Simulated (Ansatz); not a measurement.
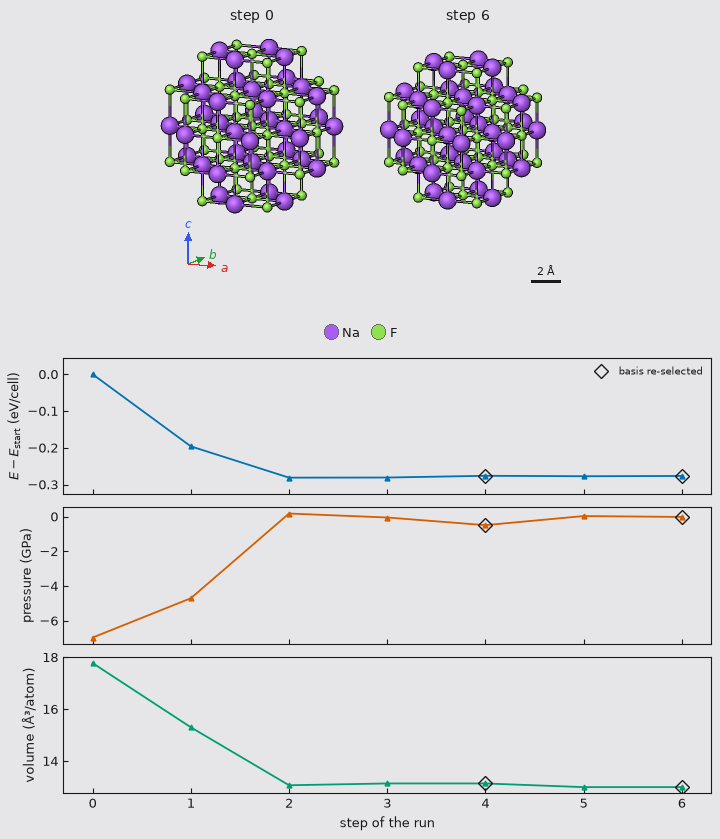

First and last geometry of a relaxation of solid NaF (a generated structure, set up in Fm-3m), with the history of the run. A ball-and-stick model of the conventional cell (4 times the calculation's cell), seen from a free direction. Lengths and directions refer to the drawn axes.

Case: Br → F, K → Na on all its sites, cell and atoms relaxed.

Theory: Ansatz 0.2.0, DFT PBE, scalar-relativistic, plane waves, PAW.

Input file:
```yaml
crystal:
  lattice:
    - [0.0, 2.6097782561, 2.6097782561]
    - [2.6097782561, 0.0, 2.6097782561]
    - [2.6097782561, 2.6097782561, 0.0]
  atoms:
    - { symbol: Na, position: [0.0, 0.0, 0.0] }
    - { symbol: F, position: [0.5, 0.5, 0.5] }
basis:
  ecutwfc: 420
kpoints:
  mp_grid: { grid: [8, 8, 8] }
hamiltonian:
  xc: pbe
scf:
  occupations: { method: gaussian, width: 0.02 }
output:
  forces: true
  stress: true
  eigenvalues: true
relax:
  adjacent_minimum: "off"
  f_tol: 0.01
  max_steps: 60
  cell: { stress_tol: 0.1 }
```

Q: What do the curves and the structures tell?

A: It converged. The energy falls by 0.277 eV per cell of the calculation in 4 accepted moves (6 points after the start). All forces vanish by symmetry, so only the cell relaxes. The pressure goes from −6.97 to −0.02 GPa. At 2 points the geometry stayed and the basis and grid were re-selected for the new cell (energy shift of 4.7 meV per cell of the calculation at most each time). No atom moves by more than 0.005 Å relative to the cell. The volume changes by −26.9 %, with a = b = c 5.220 → 4.702 Å (−9.9 %). Some distances before and after: Na1–F2 2.610 → 2.351 Å. The space group stays Fm-3m (No. 225). The run took of the order of 2.8 core-seconds on a shared host.

```
step  E − E(0), meV/atom  pressure, GPa  volume, Å³/atom                      note
   0                0.00          -6.97           17.775                          
   1              -98.05          -4.70           15.300                          
   2             -140.65           0.18           13.066                          
   3             -140.48          -0.05           13.136                          
   4             -138.13          -0.49           13.136  same geometry, new basis
   5             -138.72           0.03           12.994                          
   6             -138.37          -0.02           12.994  same geometry, new basis
```
